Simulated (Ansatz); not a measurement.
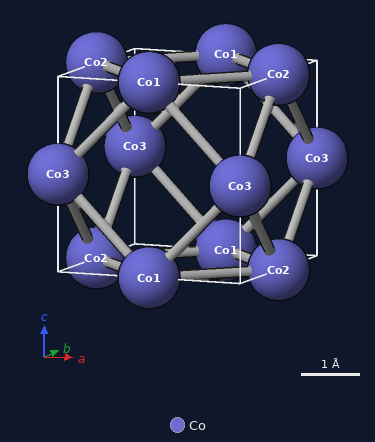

Figure 1. The input geometry of run A (ball-and-stick view of the cell of the calculation, seen slightly off an axis; atoms are numbered from 1 in the order of the input). An atom can appear more than once, as a periodic image.

# Co: a changed input and its effect

System: Co (Pm-3m, 3 atoms in the cell).
Method of run A: DFT PBE, scalar-relativistic, plane waves, PAW, spin-polarised (Ansatz 0.2.0).

The structure was made by a generator, so it may or may not be a known phase. Text and figures count atoms from 1; the logs count them from 0 in places.

Input file, run A:
```yaml
crystal:
  lattice:
    - [3.4107162247, 0.0, 0.0]
    - [0.0, 3.4107162247, 0.0]
    - [0.0, 0.0, 3.4107162247]
  atoms:
    - { symbol: Co, position: [0.5, 0.0, 0.0], spin: -2.12 }
    - { symbol: Co, position: [0.0, 0.5, 0.0], spin: -2.12 }
    - { symbol: Co, position: [0.0, 0.0, 0.5], spin: -2.12 }
basis:
  ecutwfc: 420
kpoints:
  mp_grid: { grid: [14, 14, 14] }
hamiltonian:
  xc: pbe
scf:
  occupations: { method: gaussian, width: 0.1 }
output:
  forces: true
  stress: true
  eigenvalues: true
  populations: true
magnetization:
  spin_polarized: true
relax:
  adjacent_minimum: "off"
  f_tol: 0.01
  max_steps: 80
  cell: { stress_tol: 0.05 }
```

Launched with:
```bash
ansatz run input.yaml --threads 1 --pin off --max-ram 2560MiB --backend cpu --events-out ev --progress --plain --runs-dir out
```

Hardware: 1 thread of Intel Xeon @ 2.50GHz (Skylake/Cascade Lake), 189 GiB of memory available, shared host.

Output, shortened to warnings, some set-up lines, iterations and results (run A):
```
Basis set: ecut = 420 eV, 751 PW (Γ), exchange–correlation on 48×48×48 points (8 copies of the dense FFT grid, shifted against one another)
Symmetry: 48 space group operations
k-points: 120 of 2744
Initial density: superposition of atomic densities (chi_scale 0.1, normalization cell)
[...]
SCF iter   1: F=—  HF=-15375.144670 eV  |F-HF|=—  |Δ(HF+E_count)|=         —  Δρ=7.75e-2 (↑7.75e-2 ↓1.58e-2)  dr2=1.77e0  dr2_m=4.31e-1  M=-6.189 μB ∫|m|=6.321 μB  β_m=0.30  …
SCF iter   2: F=—  HF=-15374.783814 eV  |F-HF|=—  |Δ(HF+E_count)|=   3.61e-1  Δρ=3.15e-2 (↑3.15e-2 ↓1.82e-2)  dr2=2.39e-1  dr2_m=1.85e-1  M=-6.004 μB ∫|m|=6.208 μB  β_m=0.38  …
SCF iter   3: F=—  HF=-15375.399903 eV  |F-HF|=—  |Δ(HF+E_count)|=         —  Δρ=4.30e-2 (↑4.30e-2 ↓1.15e-2)  dr2=3.18e-1  dr2_m=2.42e-1  M=-6.272 μB ∫|m|=6.495 μB  β_m=1.00  …
SCF iter   4: F=—  HF=-15376.665503 eV  |F-HF|=—  |Δ(HF+E_count)|=    1.27e0  Δρ=7.26e-2 (↑7.26e-2 ↓3.09e-2)  dr2=2.42e0  dr2_m=1.92e-1  M=-5.619 μB ∫|m|=5.964 μB  β_m=0.38  …
SCF iter   5: F=—  HF=-15376.574499 eV  |F-HF|=—  |Δ(HF+E_count)|=   9.10e-2  Δρ=2.36e-2 (↑2.36e-2 ↓1.04e-2)  dr2=1.98e-1  dr2_m=8.79e-2  M=-5.629 μB ∫|m|=5.985 μB  β_m=0.43  …
[... 12 lines ...]
SCF iter   3: F=—  HF=-15376.598796 eV  |F-HF|=—  |Δ(HF+E_count)|=  1.26e-10  Δρ=2.72e-7 (↑2.72e-7 ↓2.09e-7)  dr2=3.40e-11  dr2_m=3.83e-12  M=-5.577 μB ∫|m|=5.950 μB  …
SCF iter   4: F=—  HF=-15376.598796 eV  |F-HF|=—  |Δ(HF+E_count)|=  2.18e-11  Δρ=3.28e-7 (↑3.28e-7 ↓2.75e-7)  dr2=7.95e-11  dr2_m=7.72e-13  M=-5.577 μB ∫|m|=5.950 μB  …
SCF iter   5: F=-15376.598796 eV  HF=-15376.598796 eV  |F-HF|=3.64e-12  |Δ(HF+E_count)|=  1.82e-11  Δρ=4.92e-8 (↑4.92e-8 ↓2.14e-8)  dr2=3.13e-13  dr2_m=3.56e-13  M=-5.577 μB …
SCF 2 converged in 5 iterations: F = -15376.598796 eV  dr2 = 3.13e-13
relax step   2: F+E_penalty+E_count = -15376.59879550 eV  Δ(F+E_penalty+E_count) = -1.837e-10 eV  max|allowed force component| = 4.295e-29 eV/Å  Δτ_max = 0.0000 Å  P = -0.047 …
basis re-selected at this cell: Δ(F+E_penalty+E_count) = -1.837e-10 eV, ΔP = -0.000 GPa vs the last step (what re-selecting the basis moved, of the pressure what is left beyond the Pulay correction that the steps carried, after the strain that the cell walked since its last selection, with what the …
SCF converged after 5 iterations
Magnetization: -5.5769 μB (22.7115 up, 28.2885 down)
Absolute magnetization: 5.9503 μB (∫|ρ↑−ρ↓|, with the PAW one-centre terms)
Spin contamination: 0.0918 ħ² per cell (⟨S²⟩ above its minimum at these occupations)
Per-site moments (μB) at R_I (Å): [(-1.9107127117878318, 0.9948429856151944), (-1.9107127117878306, 0.9948429856151944), (-1.9107127117878306, 0.9948429856151944)]
Free energy (F): -15376.598796 eV
Harris-Foulkes:  -15376.598796 eV  (|F-HF|=3.64e-12)
Internal energy: -15376.579472 eV  (E = F + TS)
E sigma→0 (E₀):  -15376.589134 eV
Entropy (-TS):   -0.019323 eV (-6.441 meV/atom)
Fermi energy:    14.788989 eV
--- Per-component energies (eV) ---
  E_band       = -938.925453
  E_kinetic    = 1357.841302
  E_local      = -9926.545510  (includes V_loc(G=0)·N_el)
  E_nonlocal   = 1367.426189
  E_hartree    = 4173.427271
  E_xc         = -474.058589
  E_vxc        = -611.489939  (∫ρ·V_xc dr)
  E_paw        = -4549.641407  (= ΣΔE_a)
  E_vpaw       = -1473.012413  (= ΣTr[D̂ρ^β])
  E_aug_tail   = 0.000344  (compensation charges beyond the density's cutoff)
  E_ewald      = -7325.029072
  E_smearing   = -0.019323  (= −TS)
  E_closure    = 0.000000  (closes the sum)
  Σ components = -15376.598796   (vs F -15376.598796, Δ=0.00e0)
--- Forces (eV/Å), atoms counted from 1 ---
  atom   1  Co     0.00000000    -0.00000000     0.00000000
  atom   2  Co     0.00000000     0.00000000    -0.00000000
  atom   3  Co     0.00000000     0.00000000    -0.00000000
  max |Σ_I F_I| component: 1.29e-28 eV/Å
--- Stress (GPa, compression-positive) ---
       -0.046890       0.000000       0.000000
        0.000000      -0.046890       0.000000
        0.000000       0.000000      -0.046890
  P = ⅓ Tr σ = -0.0469 GPa (-0.469 kbar)
--- Relaxed structure (1 steps of the walk, 1 accepted, 1 SCFs on fresh bases) ---
  F+E_penalty+E_count = -15376.59879550 eV   max|allowed force component| = 4.295e-29 eV/Å   (the final SCF, on the basis selected at the relaxed cell)
  cell:  # Å, volume = 39.6768 Å³
[...]
```

For run B the input was changed thus:
```diff
-  mp_grid: { grid: [14, 14, 14] }
+  mp_grid: { grid: [11, 11, 11] }
-  populations: true
```

How does run B compare with run A?

The free energy of run B is 0.5 meV per atom lower, which measures how much it depends on this numerical setting. The SCF takes 26 iterations over all geometry steps against 18. The irreducible k-points go from 120 to 56. On the same kind of shared host run B took about 0.61 times as long.

Output, shortened to warnings, some set-up lines, iterations and results (run B):
```
Basis set: ecut = 420 eV, 751 PW (Γ), exchange–correlation on 48×48×48 points (8 copies of the dense FFT grid, shifted against one another)
Symmetry: 48 space group operations
k-points: 56 of 1331
Initial density: superposition of atomic densities (chi_scale 0.1, normalization cell)
[...]
SCF iter   1: F=—  HF=-15375.144614 eV  |F-HF|=—  |Δ(HF+E_count)|=         —  Δρ=7.75e-2 (↑7.75e-2 ↓1.58e-2)  dr2=1.77e0  dr2_m=4.30e-1  M=-6.188 μB ∫|m|=6.321 μB  β_m=0.30  …
SCF iter   2: F=—  HF=-15374.796276 eV  |F-HF|=—  |Δ(HF+E_count)|=   3.48e-1  Δρ=3.26e-2 (↑3.26e-2 ↓1.90e-2)  dr2=2.39e-1  dr2_m=2.01e-1  M=-6.045 μB ∫|m|=6.233 μB  β_m=0.38  …
SCF iter   3: F=—  HF=-15375.719818 eV  |F-HF|=—  |Δ(HF+E_count)|=         —  Δρ=1.45e-2 (↑1.45e-2 ↓1.27e-2)  dr2=2.15e-1  dr2_m=2.58e-2  M=-5.778 μB ∫|m|=6.042 μB  β_m=0.38  …
SCF iter   4: F=—  HF=-15376.189909 eV  |F-HF|=—  |Δ(HF+E_count)|=   4.70e-1  Δρ=1.32e-2 (↑1.32e-2 ↓8.45e-3)  dr2=1.90e-1  dr2_m=1.28e-2  M=-5.673 μB ∫|m|=5.978 μB  β_m=0.69  …
SCF iter   5: F=—  HF=-15376.612018 eV  |F-HF|=—  |Δ(HF+E_count)|=   4.22e-1  Δρ=6.44e-3 (↑6.44e-3 ↓4.65e-3)  dr2=8.22e-2  dr2_m=1.16e-3  M=-5.577 μB ∫|m|=5.929 μB  β_m=0.85  …
[... 22 lines ...]
SCF iter   4: F=—  HF=-15376.600426 eV  |F-HF|=—  |Δ(HF+E_count)|=  1.02e-10  Δρ=1.71e-7 (↑1.71e-7 ↓1.41e-7)  dr2=1.86e-11  dr2_m=2.06e-12  M=-5.570 μB ∫|m|=5.946 μB  …
SCF iter   5: F=—  HF=-15376.600426 eV  |F-HF|=—  |Δ(HF+E_count)|=  2.18e-11  Δρ=1.36e-7 (↑1.36e-7 ↓9.67e-8)  dr2=9.79e-12  dr2_m=1.08e-12  M=-5.570 μB ∫|m|=5.946 μB  …
SCF iter   6: F=-15376.600426 eV  HF=-15376.600426 eV  |F-HF|=1.27e-11  |Δ(HF+E_count)|=  1.82e-11  Δρ=1.95e-7 (↑1.95e-7 ↓6.09e-8)  dr2=1.61e-11  dr2_m=2.00e-12  M=-5.570 μB …
SCF 3 converged in 6 iterations: F = -15376.600426 eV  dr2 = 1.61e-11
relax step   3: F+E_penalty+E_count = -15376.60042585 eV  Δ(F+E_penalty+E_count) = +1.631e-5 eV  max|allowed force component| = 1.430e-28 eV/Å  Δτ_max = 0.0000 Å  P = -0.038 …
basis re-selected at this cell: Δ(F+E_penalty+E_count) = +1.631e-5 eV, ΔP = +0.000 GPa vs the last step (what re-selecting the basis moved, of the pressure what is left beyond the Pulay correction that the steps carried, after the strain that the cell walked since its last selection, with what the …
SCF converged after 6 iterations
Magnetization: -5.5703 μB (22.7149 up, 28.2851 down)
Absolute magnetization: 5.9460 μB (∫|ρ↑−ρ↓|, with the PAW one-centre terms)
Spin contamination: 0.0919 ħ² per cell (⟨S²⟩ above its minimum at these occupations)
Per-site moments (μB) at R_I (Å): [(-1.9089633108524373, 0.9947491901622724), (-1.9089633108524373, 0.9947491901622724), (-1.9089633108524384, 0.9947491901622724)]
Free energy (F): -15376.600426 eV
Harris-Foulkes:  -15376.600426 eV  (|F-HF|=1.27e-11)
Internal energy: -15376.581828 eV  (E = F + TS)
E sigma→0 (E₀):  -15376.591127 eV
Entropy (-TS):   -0.018598 eV (-6.199 meV/atom)
Fermi energy:    14.794329 eV
--- Per-component energies (eV) ---
  E_band       = -938.651677
  E_kinetic    = 1357.883387
  E_local      = -9925.465088  (includes V_loc(G=0)·N_el)
  E_nonlocal   = 1367.407101
  E_hartree    = 4173.021829
  E_xc         = -474.070557
  E_vxc        = -611.506194  (∫ρ·V_xc dr)
  E_paw        = -4549.639088  (= ΣΔE_a)
  E_vpaw       = -1473.015400  (= ΣTr[D̂ρ^β])
  E_aug_tail   = 0.000343  (compensation charges beyond the density's cutoff)
  E_ewald      = -7325.719753
  E_smearing   = -0.018598  (= −TS)
  E_closure    = 0.000000  (closes the sum)
  Σ components = -15376.600426   (vs F -15376.600426, Δ=0.00e0)
--- Forces (eV/Å), atoms counted from 1 ---
  atom   1  Co     0.00000000    -0.00000000     0.00000000
  atom   2  Co     0.00000000     0.00000000     0.00000000
  atom   3  Co     0.00000000     0.00000000     0.00000000
  max |Σ_I F_I| component: 7.32e-28 eV/Å
--- Stress (GPa, compression-positive) ---
       -0.037940       0.000000      -0.000000
        0.000000      -0.037940       0.000000
        0.000000       0.000000      -0.037940
  P = ⅓ Tr σ = -0.0379 GPa (-0.379 kbar)
--- Relaxed structure (2 steps of the walk, 2 accepted, 1 SCFs on fresh bases) ---
  F+E_penalty+E_count = -15376.60042585 eV   max|allowed force component| = 1.430e-28 eV/Å   (the final SCF, on the basis selected at the relaxed cell)
  cell:  # Å, volume = 39.6656 Å³
[...]
```

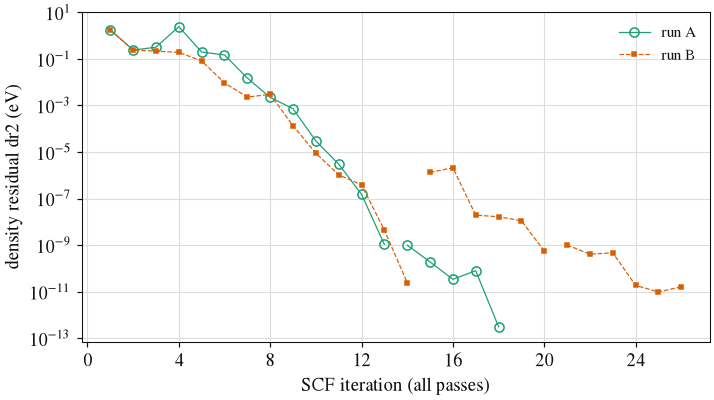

Figure 2. Convergence of the two runs: density residual dr2 against the SCF iteration. A break in a curve parts two SCF passes. Run A takes 18 iterations in all, and run B takes 26.

The two runs side by side:

```csv
quantity,run A,run B
outcome,converged,converged
free energy per atom (eV),−5125.5329,−5125.5335
"energy per atom, smearing taken to zero (eV)",−5125.5297,−5125.5304
gap on the mesh (eV),0.00,0.00
net moment of the cell (μB),−5.58,−5.57
absolute moment of the cell (μB),5.95,5.95
pressure (GPa),−0.05,−0.04
largest force (eV/Å),0.000,0.000
SCF iterations,18,26
irreducible k-points,120,56
wall time (shared host),2.3 min,83 s
```

For run B: These settings are looser than, or depart from, a standard set-up, so the numbers are not reference values for this system.
